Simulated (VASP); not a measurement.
BaTiO3: geometry relaxation (part 2 of 2)

BaTiO3 (Pm-3m, 5 atoms in the cell); Kohn-Sham DFT of a periodic cell, PBE, VASP PAW PBE potentials, recommended, no spin polarisation (VASP 6.6.1); cutoff 600 eV, 8×8×8 k-mesh, Gaussian smearing of 0.03 eV. The structure derives from an entry of the Crystallography Open Database.

Geometry of the input (Å; fractional positions):
```
4.0060  0.0000  0.0000
0.0000  4.0060  0.0000
0.0000  0.0000  4.0060
Ba 0.5000  0.5000  0.5000
Ti 0.0000  0.0000  0.0000
O  0.5000  0.0000  0.0000
O  0.0000  0.5000  0.0000
O  0.0000  0.0000  0.5000
```

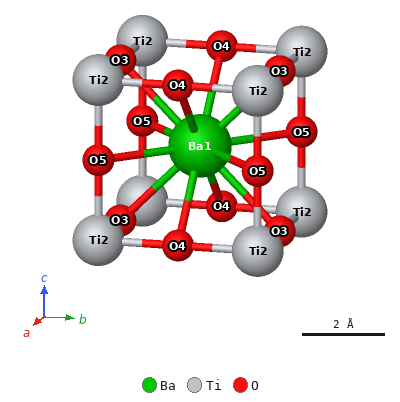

*The geometry at step 1 of the log (ball-and-stick view of the cell of the calculation, seen slightly off an axis; atoms are numbered from 1 in the order of the input).*

Parts of OUTCAR, continued:
```
 Free energy of the ion-electron system (eV)
  ---------------------------------------------------
  ext. energy  EPLUGINS =         0.00000000
  ---------------------------------------------------
  free energy    TOTEN  =       -39.97747177 eV

  energy without entropy =      -39.97747177  energy(sigma->0) =      -39.97747177

------------------------ aborting loop because EDIFF is reached ----------------------------------------

  FORCE on cell =-STRESS in cart. coord.  units (eV):
  Direction    XX          YY          ZZ          XY          YZ          ZX
  --------------------------------------------------------------------------------------
  -------------------------------------------------------------------------------------
  Total        1.3103530      1.3103530      1.3103530      0.0000000     -0.0000000      0.0000000
  in kB       32.6562296     32.6562296     32.6562296      0.0000000     -0.0000000      0.0000000
  external PRESSURE =      32.6562296 kB  Pullay stress =       0.0000000 kB

 VOLUME and BASIS-vectors are now :
 -----------------------------------------------------------------------------
  energy-cutoff  :      600.00
  volume of cell :       64.29
      direct lattice vectors                 reciprocal lattice vectors
     4.006000000  0.000000000  0.000000000     0.249625562  0.000000000  0.000000000
     0.000000000  4.006000000  0.000000000     0.000000000  0.249625562  0.000000000
     0.000000000  0.000000000  4.006000000     0.000000000  0.000000000  0.249625562

 POSITION                                       TOTAL-FORCE (eV/Angst)
 -----------------------------------------------------------------------------------
      2.00300      2.00300      2.00300         0.000000      0.000000      0.000000
      0.00000      0.00000      0.00000         0.000000      0.000000      0.000000
      2.00300      0.00000      0.00000         0.000000      0.000000      0.000000
      0.00000      2.00300      0.00000         0.000000      0.000000      0.000000
      0.00000      0.00000      2.00300         0.000000      0.000000      0.000000
 -----------------------------------------------------------------------------------
    total drift:                                0.000000      0.000000     -0.000000

  FREE ENERGIE OF THE ION-ELECTRON SYSTEM (eV)
  ---------------------------------------------------
  free  energy   TOTEN  =       -39.9774717702 eV

  energy  without entropy=      -39.9774717702  energy(sigma->0) =      -39.97747177

--------------------------------------- Ionic step        2  -------------------------------------------

 number of electron      40.0000023 magnetization

------------------------ aborting loop because EDIFF is reached ----------------------------------------

  FORCE on cell =-STRESS in cart. coord.  units (eV):
  Direction    XX          YY          ZZ          XY          YZ          ZX
  --------------------------------------------------------------------------------------
  -------------------------------------------------------------------------------------
  Total       -1.1820214     -1.1820214     -1.1820214      0.0000000      0.0000000      0.0000000
  in kB      -28.3683469    -28.3683469    -28.3683469      0.0000000      0.0000000      0.0000000
  external PRESSURE =     -28.3683469 kB  Pullay stress =       0.0000000 kB

 VOLUME and BASIS-vectors are now :
 -----------------------------------------------------------------------------
  energy-cutoff  :      600.00
  volume of cell :       66.76
      direct lattice vectors                 reciprocal lattice vectors
     4.056647782 -0.000000000  0.000000000     0.246508954 -0.000000000  0.000000000
     0.000000000  4.056647782 -0.000000000     0.000000000  0.246508954  0.000000000
    -0.000000000 -0.000000000  4.056647782    -0.000000000  0.000000000  0.246508954

 POSITION                                       TOTAL-FORCE (eV/Angst)
 -----------------------------------------------------------------------------------
      2.02832      2.02832      2.02832         0.000000      0.000000      0.000000
      0.00000      0.00000      0.00000        -0.000000      0.000000     -0.000000
      2.02832     -0.00000      0.00000        -0.000000     -0.000000     -0.000000
      0.00000      2.02832     -0.00000        -0.000000      0.000000     -0.000000
     -0.00000     -0.00000      2.02832        -0.000000     -0.000000     -0.000000
 -----------------------------------------------------------------------------------
    total drift:                                0.000000      0.000000     -0.000000

  FREE ENERGIE OF THE ION-ELECTRON SYSTEM (eV)
  ---------------------------------------------------
  free  energy   TOTEN  =       -39.9790665831 eV

  energy  without entropy=      -39.9790665831  energy(sigma->0) =      -39.97906658

--------------------------------------- Ionic step        3  -------------------------------------------

 number of electron      40.0000012 magnetization

 Free energy of the ion-electron system (eV)
  ---------------------------------------------------
  ext. energy  EPLUGINS =         0.00000000
  ---------------------------------------------------
  free energy    TOTEN  =       -39.98998438 eV

  energy without entropy =      -39.98998438  energy(sigma->0) =      -39.98998438

 E-fermi :   3.9027     XC(G=0): -11.1443     alpha+bet :-14.2248

 val. band max:        3.6642532723   @ k =   0.5000   0.5000   0.5000
 cond. band min:       5.3661720048   @ k =   0.0000   0.0000   0.0000
 fundamental gap:      1.7019187326
 Fermi energy:         3.9026896506

 k-point     1 :       0.0000    0.0000    0.0000
  band No.  band energies     occupation
      1     -53.0645      2.00000
      2     -29.2642      2.00000
      3     -29.2642      2.00000
      4     -29.2642      2.00000
      5     -21.2006      2.00000
      6     -13.1779      2.00000
      7     -12.4969      2.00000
      8     -12.4969      2.00000
      9      -6.3736      2.00000
     10      -6.3736      2.00000
     11      -6.3736      2.00000
     12       1.3545      2.00000
     13       1.3545      2.00000
     14       1.3545      2.00000
     15       2.6078      2.00000
     16       2.6078      2.00000
     17       2.6078      2.00000
     18       3.4988      2.00000
     19       3.4988      2.00000
     20       3.4988      2.00000
     21       5.3662      0.00000
     22       5.3662      0.00000
     23       5.3662      0.00000
     24       7.4188      0.00000

 k-point     2 :       0.1250    0.0000    0.0000
  band No.  band energies     occupation
      1     -53.0644      2.00000
      2     -29.2711      2.00000
      3     -29.2640      2.00000
      4     -29.2640      2.00000
      5     -21.1854      2.00000
      6     -13.1820      2.00000
      7     -12.4919      2.00000
      8     -12.4885      2.00000
      9      -6.3517      2.00000
     10      -6.3517      2.00000
     11      -6.3175      2.00000
     12       1.1071      2.00000
     13       1.3157      2.00000
     14       1.3157      2.00000
     15       2.4316      2.00000
     16       2.4316      2.00000
     17       2.4704      2.00000
     18       3.1127      2.00000
     19       3.3875      2.00000
     20       3.3875      2.00000
     21       5.3872      0.00000
     22       5.6745      0.00000
     23       5.6745      0.00000
     24       7.4197      0.00000

 k-point     3 :       0.2500    0.0000    0.0000
  band No.  band energies     occupation
      1     -53.0641      2.00000
      2     -29.2876      2.00000
      3     -29.2633      2.00000
      4     -29.2633      2.00000
      5     -21.1483      2.00000
      6     -13.2332      2.00000
      7     -12.4799      2.00000
      8     -12.4187      2.00000
      9      -6.2976      2.00000
     10      -6.2976      2.00000
     11      -6.1835      2.00000
     12       0.5224      2.00000
     13       1.1896      2.00000
     14       1.1896      2.00000
     15       2.1175      2.00000
     16       2.1175      2.00000
     17       2.1726      2.00000
     18       2.4285      2.00000
     19       3.1818      2.00000
     20       3.1818      2.00000
     21       5.4392      0.00000
     22       6.2938      0.00000
     23       6.2938      0.00000
     24       7.4218      0.00000

 k-point     4 :       0.3750    0.0000    0.0000
  band No.  band energies     occupation
      1     -53.0637      2.00000
      2     -29.3041      2.00000
      3     -29.2627      2.00000
      4     -29.2627      2.00000
      5     -21.1106      2.00000
      6     -13.3235      2.00000
      7     -12.4678      2.00000
      8     -12.2978      2.00000
      9      -6.2416      2.00000
     10      -6.2416      2.00000
     11      -6.0516      2.00000
     12      -0.0429      2.00000
     13       1.0149      2.00000
     14       1.0149      2.00000
     15       1.9099      2.00000
     16       1.9183      2.00000
     17       1.9204      2.00000
     18       1.9204      2.00000
     19       3.0133      2.00000
     20       3.0133      2.00000
     21       5.4928      0.00000
     22       6.8304      0.00000
     23       6.8304      0.00000
     24       7.4239      0.00000

 k-point     5 :       0.5000    0.0000    0.0000
  band No.  band energies     occupation
      1     -53.0636      2.00000
      2     -29.3108      2.00000
      3     -29.2624      2.00000
      4     -29.2624      2.00000
      5     -21.0947      2.00000
      6     -13.3672      2.00000
      7     -12.4627      2.00000
      8     -12.2376      2.00000
      9      -6.2178      2.00000
     10      -6.2178      2.00000
     11      -5.9975      2.00000
     12      -0.2706      2.00000
     13       0.9313      2.00000
     14       0.9313      2.00000
     15       1.7354      2.00000
     16       1.8091      2.00000
     17       1.8632      2.00000
     18       1.8632      2.00000
     19       2.9501      2.00000
     20       2.9501      2.00000
     21       5.5155      0.00000
     22       7.0403      0.00000
     23       7.0403      0.00000
     24       7.4247      0.00000

 [... the levels of 18 k-points are left out ...]

 k-point    24 :       0.5000    0.3750    0.1250
  band No.  band energies     occupation
      1     -53.0627      2.00000
      2     -29.3080      2.00000
      3     -29.3010      2.00000
      4     -29.2677      2.00000
      5     -21.0267      2.00000
      6     -12.8425      2.00000
      7     -12.4144      2.00000
      8     -12.4065      2.00000
      9      -6.5045      2.00000
     10      -6.4482      2.00000
     11      -6.1722      2.00000
     12      -0.4711      2.00000
     13       0.0260      2.00000
     14       0.0593      2.00000
     15       1.0385      2.00000
     16       1.1841      2.00000
     17       1.6726      2.00000
     18       2.7774      2.00000
     19       2.7814      2.00000
     20       3.4876      2.00000
     21       6.9419      0.00000
     22       7.1202      0.00000
     23       7.3803      0.00000
     24       8.6804      0.00000

 [... further k-points ...]

------------------------ aborting loop because EDIFF is reached ----------------------------------------

  FORCE on cell =-STRESS in cart. coord.  units (eV):
  Direction    XX          YY          ZZ          XY          YZ          ZX
  --------------------------------------------------------------------------------------
  -------------------------------------------------------------------------------------
  Total       -0.0019639     -0.0019639     -0.0019639     -0.0000000      0.0000000     -0.0000000
  in kB       -0.0480051     -0.0480051     -0.0480051     -0.0000000      0.0000000     -0.0000000
  external PRESSURE =      -0.0480051 kB  Pullay stress =       0.0000000 kB

 VOLUME and BASIS-vectors are now :
 -----------------------------------------------------------------------------
  energy-cutoff  :      600.00
  volume of cell :       65.55
      direct lattice vectors                 reciprocal lattice vectors
     4.031954022 -0.000000000  0.000000000     0.248018701 -0.000000000  0.000000000
     0.000000000  4.031954022 -0.000000000     0.000000000  0.248018701  0.000000000
    -0.000000000 -0.000000000  4.031954022    -0.000000000  0.000000000  0.248018701

 POSITION                                       TOTAL-FORCE (eV/Angst)
 -----------------------------------------------------------------------------------
      2.01598      2.01598      2.01598         0.000000      0.000000      0.000000
      0.00000      0.00000      0.00000        -0.000000      0.000000      0.000000
      2.01598     -0.00000      0.00000        -0.000000      0.000000      0.000000
      0.00000      2.01598     -0.00000        -0.000000      0.000000      0.000000
     -0.00000     -0.00000      2.01598        -0.000000     -0.000000      0.000000
 -----------------------------------------------------------------------------------
    total drift:                                0.000000      0.000000     -0.000000

  FREE ENERGIE OF THE ION-ELECTRON SYSTEM (eV)
  ---------------------------------------------------
  free  energy   TOTEN  =       -39.9899843822 eV

  energy  without entropy=      -39.9899843822  energy(sigma->0) =      -39.98998438

 reached required accuracy - stopping structural energy minimisation
```

CONTCAR:
```
BaTiO3
   1.00000000000000
     4.0319540223776720   -0.0000000000000000    0.0000000000000000
     0.0000000000000000    4.0319540223776720   -0.0000000000000000
    -0.0000000000000000   -0.0000000000000000    4.0319540223776720
  Ba              Ti              O
     1     1     3
Direct
     0.5000000000000000    0.5000000000000000    0.5000000000000000
     0.0000000000000000    0.0000000000000000    0.0000000000000000
     0.5000000000000000    0.0000000000000000    0.0000000000000000
     0.0000000000000000    0.5000000000000000    0.0000000000000000
     0.0000000000000000    0.0000000000000000    0.5000000000000000

  0.00000000E+00  0.00000000E+00  0.00000000E+00
  0.00000000E+00  0.00000000E+00  0.00000000E+00
  0.00000000E+00  0.00000000E+00  0.00000000E+00
  0.00000000E+00  0.00000000E+00  0.00000000E+00
  0.00000000E+00  0.00000000E+00  0.00000000E+00
```

Trajectory as extended XYZ (Å, eV, eV/Å), 3 frames, from step=0 to step=2:
```
5
Lattice="4.0060 0.0000 0.0000 0.0000 4.0060 0.0000 0.0000 0.0000 4.0060" Properties=species:S:1:pos:R:3:forces:R:3 step=0 energy=-39.97747
Ba    2.0030    2.0030    2.0030    0.0000   0.0000   0.0000
Ti    0.0000    0.0000    0.0000    0.0000   0.0000   0.0000
O     2.0030    0.0000    0.0000    0.0000   0.0000   0.0000
O     0.0000    2.0030    0.0000    0.0000   0.0000   0.0000
O     0.0000    0.0000    2.0030    0.0000   0.0000   0.0000
5
Lattice="4.0566 -0.0000 0.0000 0.0000 4.0566 -0.0000 -0.0000 -0.0000 4.0566" Properties=species:S:1:pos:R:3:forces:R:3 step=1 energy=-39.97907
Ba    2.0283    2.0283    2.0283    0.0000   0.0000   0.0000
Ti    0.0000    0.0000    0.0000    0.0000   0.0000   0.0000
O     2.0283    0.0000    0.0000    0.0000   0.0000   0.0000
O     0.0000    2.0283    0.0000    0.0000   0.0000   0.0000
O     0.0000    0.0000    2.0283    0.0000   0.0000   0.0000
5
Lattice="4.0320 -0.0000 0.0000 0.0000 4.0320 -0.0000 -0.0000 -0.0000 4.0320" Properties=species:S:1:pos:R:3:forces:R:3 step=2 energy=-39.98998
Ba    2.0160    2.0160    2.0160    0.0000   0.0000   0.0000
Ti    0.0000    0.0000    0.0000    0.0000   0.0000   0.0000
O     2.0160    0.0000    0.0000    0.0000   0.0000   0.0000
O     0.0000    2.0160    0.0000    0.0000   0.0000   0.0000
O     0.0000    0.0000    2.0160    0.0000   0.0000   0.0000
```

Results in brief:

```csv
quantity,value
outcome,converged
space group (tolerance 0.01 Å),Pm-3m (221)
electrons treated,40
free energy,−39.9900 eV
Fermi energy,3.903 eV
gap on the k-point mesh,1.70 eV
pressure,0.00 GPa
final volume,65.55 Å³
largest force (length of the vector) at the end,under 0.001 eV/Å
final cell,"a = 4.032 Å, b = 4.032 Å, c = 4.032 Å, α = 90.00°, β = 90.00°, γ = 90.00°"
hardware,"1 thread of Intel Xeon (Granite Rapids), 64 GiB of memory available, shared host"
wall time,52 s
peak memory,0.23 GiB
```
